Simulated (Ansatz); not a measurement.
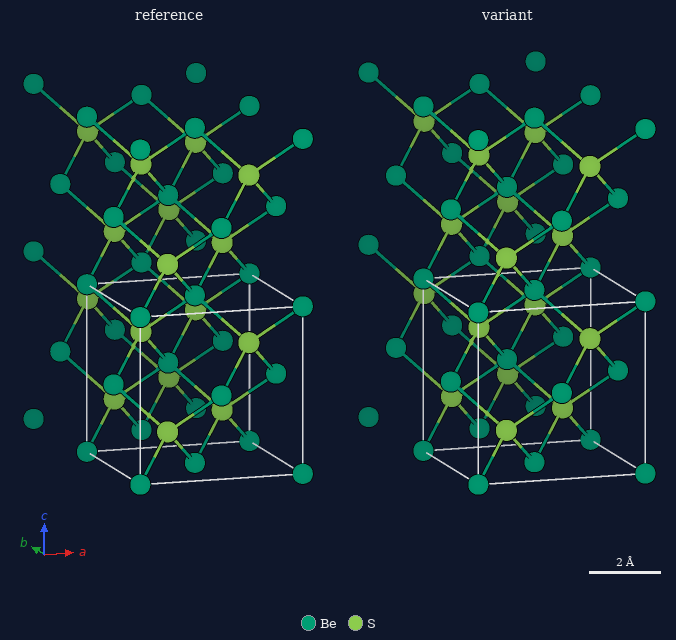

Left: a symmetric starting cell of BeS (made from another compound by putting S in place of Se). Right: the same structure after one change, at the same scale. A ball-and-stick model of the conventional cell (4 times the calculation's cell), repeated 1 × 2 × 2 with one cell outlined, seen slightly off an axis. Lengths and directions refer to the drawn axes.

Method: Ansatz, DFT PBE, scalar-relativistic, plane waves, PAW. (plane-wave cutoff 420 eV; k-point mesh 8 × 8 × 8; occupations gaussian; smearing width 0.02 eV; no spin polarisation)

**What distinguishes the right structure from the left one?**

All lengths are scaled by +2.8 % (volume +8.7 %), the atoms keeping their fractional coordinates. No relaxation follows. The starting cell wasn't computed here and needn't be at equilibrium, so pressure and forces aren't due to the change alone.

**How do the computed properties respond?**

The pressure is −5.9 GPa (not all of it need come from the change, since the unchanged cell can be under pressure at this level too). All forces vanish by symmetry. Among the bonded contacts that change: Be–S 2.104 → 2.163 Å. The space group stays F-43m (No. 216).
